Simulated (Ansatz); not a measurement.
# Geometry relaxation, with input and output: TiB (part 2 of 2)

The same run, continued: TiB (F-43m, 2 atoms in the cell); DFT r2SCAN, scalar-relativistic, plane waves, PAW, no spin polarisation (Ansatz 0.2.0); cutoff 500 eV, 14×14×14 k-mesh, Gaussian smearing of 0.1 eV. The structure derives from an entry of the Crystallography Open Database.

Geometry of the input (Å; fractional positions):
```
0.0000  2.4742  2.4742
2.4742  0.0000  2.4742
2.4742  2.4742  0.0000
Ti 0.7500  0.7500  0.7500
B  0.0000  0.0000  0.0000
```

```
basis re-selected at this cell: Δ(F+E_penalty+E_count) = -3.566e-5 eV, ΔP = +0.001 GPa vs the last step (what re-selecting the basis moved, of the pressure what is left beyond the Pulay correction that the steps carried, after the strain that the cell walked since its last selection, with what the two solves' SCF thresholds leave and, on support functions, any second-order correction that the steps lacked; it is no measure of the basis error at this ecutwfc). This SCF's stress stands 1.90e-3 GPa from its target on what of the cell is left free (relax.cell.stress_tol is 5.00e-2 GPa) and its largest allowed force component is 3.42e-16 eV/Å (relax.f_tol is 5.00e-3 eV/Å): within both
SCF converged after 5 iterations
Free energy (F): -2659.558730 eV
Harris-Foulkes:  -2659.558730 eV  (|F-HF|=8.19e-12)
Internal energy: -2659.550318 eV  (E = F + TS)
E sigma→0 (E₀):  -2659.554524 eV
Entropy (-TS):   -0.008412 eV (-4.206 meV/atom)
Fermi energy:    8.253091 eV
--- Per-component energies (eV) ---
  E_band       = -213.009917
  E_kinetic    = 317.665830
  E_local      = -1061.663003  (includes V_loc(G=0)·N_el)
  E_nonlocal   = 20.893162
  E_hartree    = 426.925832
  E_xc         = -122.547569
  E_vxc        = -171.422600  (∫ρ·V_xc dr)
  E_paw        = -1137.022388  (= ΣΔE_a)
  E_vpaw       = -183.304469  (= ΣTr[D̂ρ^β])
  E_aug_tail   = 0.000088  (compensation charges beyond the density's cutoff)
  E_vtau       = 10.969364  (kinetic-family band-sum trace: ∫τ·v_τ [+ j·A + Jᵃ·Aᵃ] dr)
  E_ewald      = -1103.530371
  E_core_change = -0.271899  (= ΣΔE_core)
  E_smearing   = -0.008412  (= −TS)
  E_closure    = 0.000000  (closes the sum)
  Σ components = -2659.558730   (vs F -2659.558730, Δ=0.00e0)
--- Forces (eV/Å), atoms counted from 1 ---
  atom   1  Ti     0.00000000    -0.00000000    -0.00000000
  atom   2  B     -0.00000000     0.00000000     0.00000000
  max |Σ_I F_I| component: 4.63e-16 eV/Å
--- Stress (GPa, compression-positive) ---
        0.001896      -0.000000      -0.000000
       -0.000000       0.001896      -0.000000
       -0.000000      -0.000000       0.001896
  P = ⅓ Tr σ = 0.0019 GPa (0.019 kbar)
--- Band table (eV; the first three rows and the last of 104) ---
  k-point 0: bands = ["-50.1972", "-25.3639", "-25.3639", "-25.3639", "0.0091", "7.1954", "7.1954", "7.1954", "10.7150", "10.7150", "16.9989", "17.1627"]
  k-point 1: bands = ["-50.1965", "-25.3707", "-25.3649", "-25.3649", "0.0962", "7.1243", "7.2315", "7.2315", "10.6891", "10.6891", "16.7536", "17.0959"]
  k-point 2: bands = ["-50.1947", "-25.3897", "-25.3679", "-25.3679", "0.3497", "6.9324", "7.3289", "7.3289", "10.6339", "10.6339", "15.9688", "16.8913"]
  k-point 103: bands = ["-50.1796", "-25.4662", "-25.4432", "-25.4176", "3.1026", "6.1779", "7.9777", "8.8670", "9.1856", "10.7158", "11.8784", "12.6244"]
--- Relaxed structure (3 steps of the walk, 3 accepted, 1 SCFs on fresh bases) ---
  F+E_penalty+E_count = -2659.55872985 eV   max|allowed force component| = 3.423e-16 eV/Å   (the final SCF, on the basis selected at the relaxed cell)
  cell:  # Å, volume = 30.3851 Å³
    - [8.91690105756727e-35, 2.4767207268491243, 2.4767207268491243]
    - [2.4767207268491243, -7.897826650988169e-34, 2.4767207268491243]
    - [2.4767207268491243, 2.4767207268491243, 2.7132856075169014e-33]
  atoms:
    - { symbol: Ti, position: [0.7499999999999999, 0.7499999999999999, 0.7499999999999999] }
    - { symbol: B, position: [-3.883910011699045e-34, -7.865120482981372e-35, -1.2892310894783895e-34] }
```

Trajectory as extended XYZ (Å, eV, eV/Å), 4 frames, from step=1 to step=4
```
2
Lattice="0.0000 2.4742 2.4742 2.4742 0.0000 2.4742 2.4742 2.4742 0.0000" Properties=species:S:1:pos:R:3:forces:R:3 step=1 energy=-2659.55863 pressure_GPa=0.32
Ti    3.7113    3.7113    3.7113    0.0000   0.0000   0.0000
B     0.0000    0.0000    0.0000    0.0000   0.0000   0.0000
2
Lattice="0.0000 2.4761 2.4761 2.4761 0.0000 2.4761 2.4761 2.4761 0.0000" Properties=species:S:1:pos:R:3:forces:R:3 step=2 energy=-2659.55870 pressure_GPa=0.08
Ti    3.7142    3.7142    3.7142    0.0000   0.0000   0.0000
B     0.0000    0.0000    0.0000    0.0000   0.0000   0.0000
2
Lattice="0.0000 2.4767 2.4767 2.4767 0.0000 2.4767 2.4767 2.4767 0.0000" Properties=species:S:1:pos:R:3:forces:R:3 step=3 energy=-2659.55869 pressure_GPa=0.00
Ti    3.7151    3.7151    3.7151    0.0000   0.0000   0.0000
B     0.0000    0.0000    0.0000    0.0000   0.0000   0.0000
2
Lattice="0.0000 2.4767 2.4767 2.4767 0.0000 2.4767 2.4767 2.4767 0.0000" Properties=species:S:1:pos:R:3:forces:R:3 step=4 energy=-2659.55873 pressure_GPa=0.00
Ti    3.7151    3.7151    3.7151    0.0000   0.0000   0.0000
B     0.0000    0.0000    0.0000    0.0000   0.0000   0.0000
```

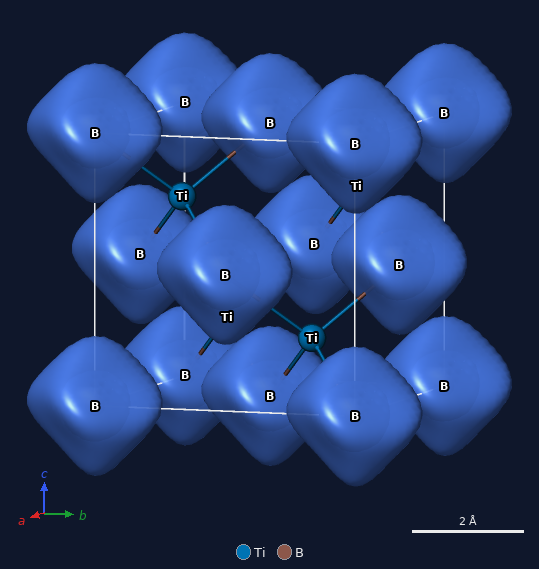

Isosurface of the ELF at 0.7 (blue), seen slightly off an axis. Only the valence region is drawn (cores and ρ < 0.01 e/Å³ removed). Sticks mark near contacts. The outline is the cell set on symmetry axes. Profiles from the grid: Ti–B (2.14 Å): the ELF is about 0.35 at the midpoint. Core electrons are frozen (PAW), so the fields are smoothed inside the atomic spheres.

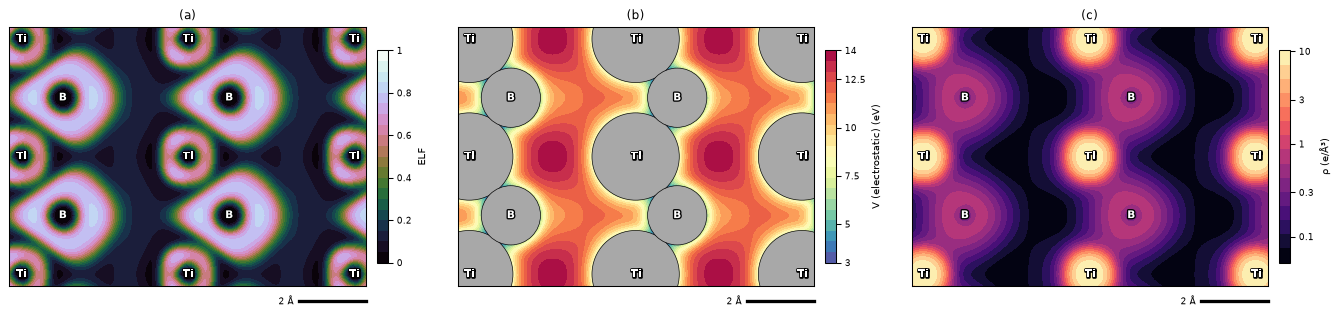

(a) ELF; (b) electrostatic potential energy of an electron; (c) valence charge density (pseudo) on the (110) plane of the conventional cell. Grey discs, where drawn, cover atomic cores. Ti–B (2.14 Å): the density is about 0.53 e/Å³ at the midpoint; the ELF is about 0.35 at the midpoint. Away from the nuclei the density in this plane falls to 0.05 e/Å³ at its lowest. The strong features right at Ti lie inside the PAW spheres (semicore, d or f shells) and say nothing about bonding. Outside the cores the potential energy rises away from the atoms and is highest about 2.1 Å from the nearest atoms; outside the discs it spans about 10 eV, and its zero is arbitrary.

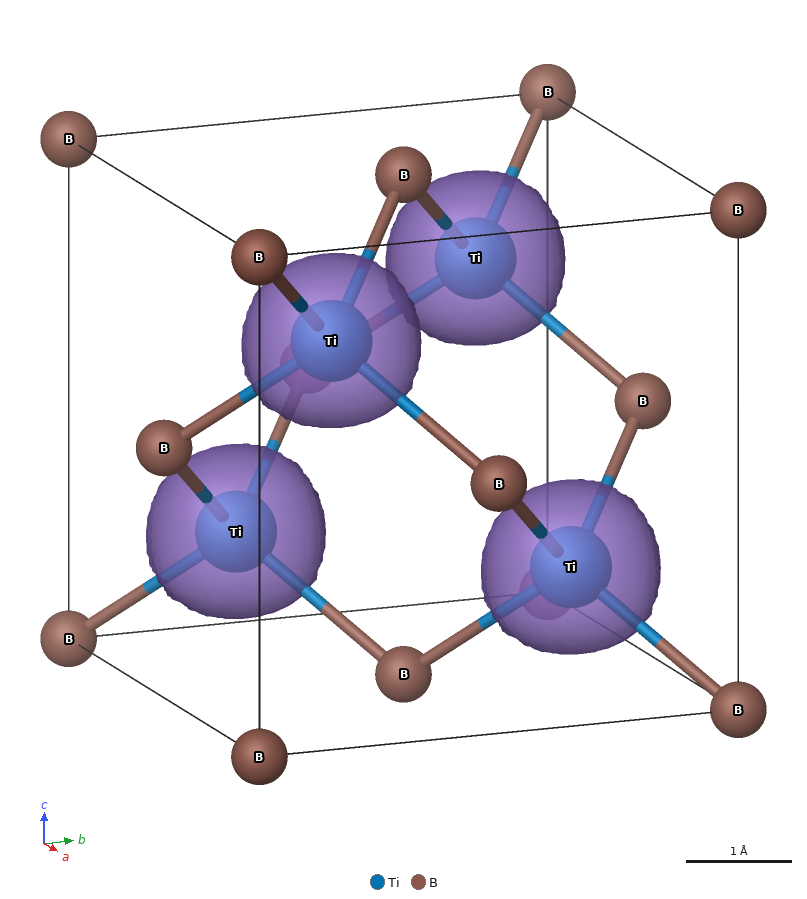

Isosurface of the valence electron density at 0.8 e/Å³ (purple), seen slightly off an axis. Sticks mark near contacts. The outline is the cell set on symmetry axes. At this value the density breaks into separate islands; it holds about 55 % of the electrons treated as valence (semicore included). It is pinched off along the Ti–B (2.14 Å) contacts. On the grid the lowest density along these lines, outside the cores, is 0.52 e/Å³ (Ti–B, 2.14 Å).

Key numbers

- outcome: converged
- space group (tolerance 0.01 Å): F-43m (216)
- electrons treated: 15
- free energy: −2659.5587 eV
- Fermi energy: 8.253 eV
- gap on the k-point mesh: none (metallic)
- pressure: 0.00 GPa
- final volume: 30.39 Å³
- largest force (length of the vector) at the end: under 0.001 eV/Å
- final cell: a = 3.503 Å, b = 3.503 Å, c = 3.503 Å, α = 60.00°, β = 60.00°, γ = 60.00°
- wall time: 37 s
- peak memory: 0.51 GiB
